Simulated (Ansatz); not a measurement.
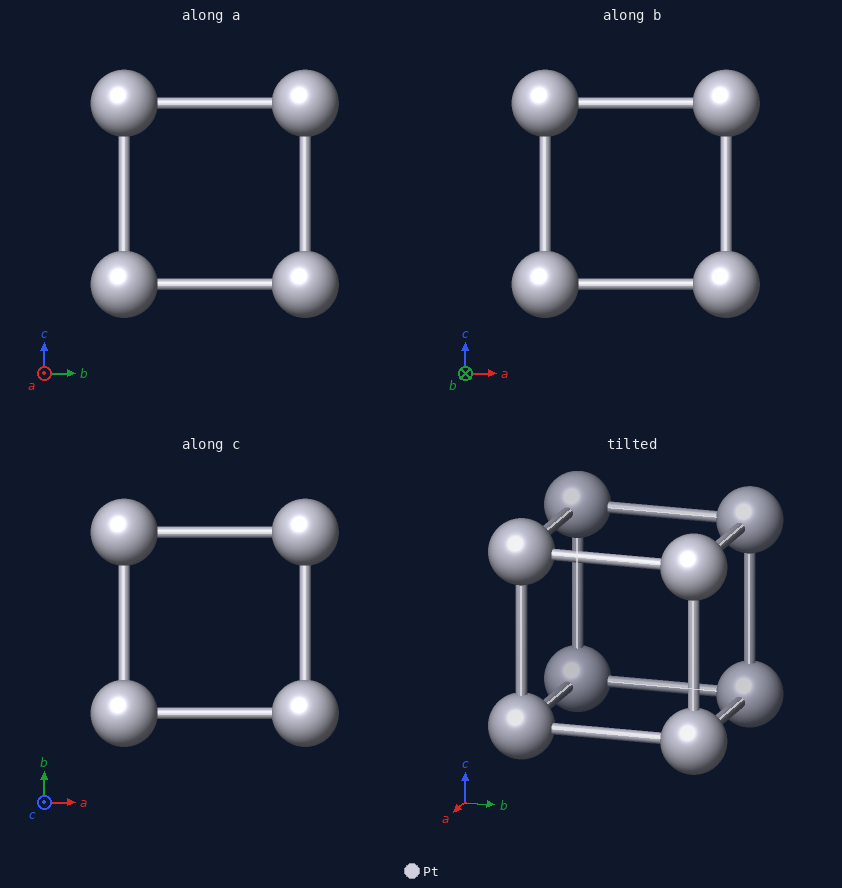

A ball-and-stick rendering, viewed along the a axis, along the b axis, along the c axis and slightly off an axis. The lines enclose the conventional unit cell; boundary atoms appear with their images.

Lattice parameters: a = 2.625 Å, b = 2.625 Å, c = 2.625 Å, α = 90.00°, β = 90.00°, γ = 90.00°.

Write the structure as a table of Wyckoff sites.

Space group Pm-3m (No. 221).
```csv
atom,site,x,y,z
Pt,1a,0.0000,0.0000,0.0000
```

It derives from a structure type filled with this element by a generator (whether the element takes this form wasn't checked). Earlier steps of the study may have refined or changed the cell and positions. It went into a calculation with Ansatz.

At this level of theory the cell isn't at rest (compressed, at 27 GPa), so its distances can differ from those at equilibrium, the more so the softer the solid.
